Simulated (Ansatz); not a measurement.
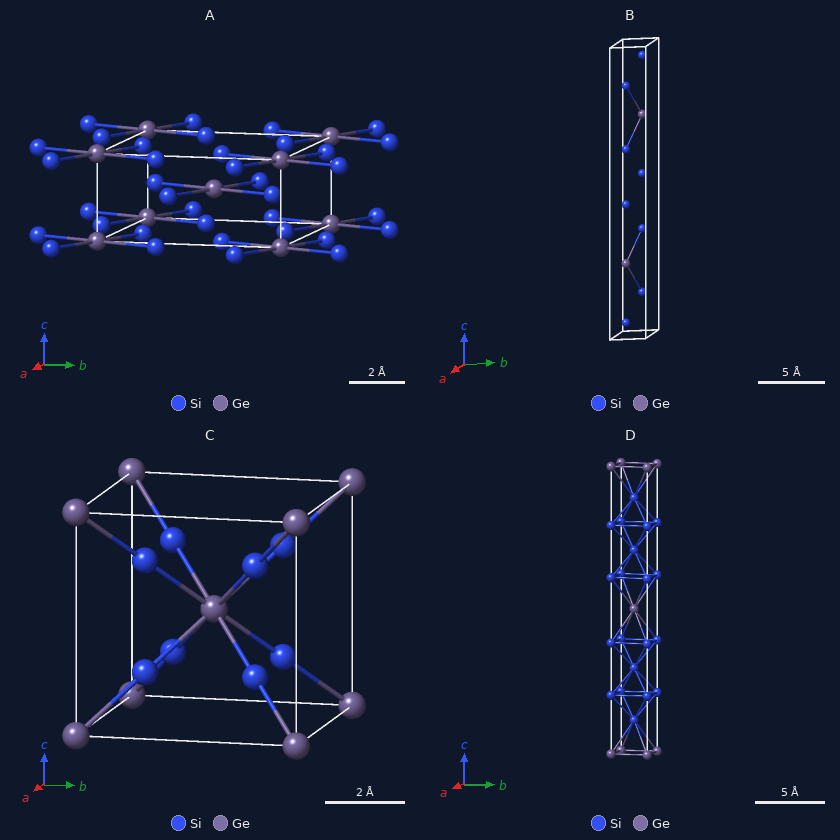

Four structures of Si$_{4}$Ge, each relaxed to rest (conventional cells in solid outline, small ones repeated, each panel with its own scale). Method: DFT PBE, scalar-relativistic, plane waves, PAW in Ansatz, without spin polarisation.

Question: Give the type and space group of each panel.

Answer: A: 10 atoms a cell on a body-centred tetragonal lattice, I4/m; B: 10 atoms a cell on a primitive hexagonal lattice, P6_3/mmc; C: 10 atoms a cell on a body-centred cubic lattice, Im-3m; D: 10 atoms a cell on a body-centred tetragonal lattice, I4/mmm.

Question: Which of these is lowest in energy, and how far above it do the others lie?

Answer: A, then B (+47 meV/atom), D (+57 meV/atom) and C (+360 meV/atom), energies at zero smearing.

Question: Collect the results in a table.

Answer:
| panel | structure | E − E(lowest) (meV/atom) | volume (Å³/atom) | gap (eV) |
| --- | --- | --- | --- | --- |
| A | I4/m | 0 | 16.0 | metal |
| B | P6_3/mmc | 47 | 15.5 | metal |
| D | I4/mmm | 57 | 15.7 | metal |
| C | Im-3m | 360 | 19.1 | metal |

Some of these may be structure types tried for this composition rather than known phases, and the most stable form need not be among them. Gaps are taken on the k-mesh or band path of each run.
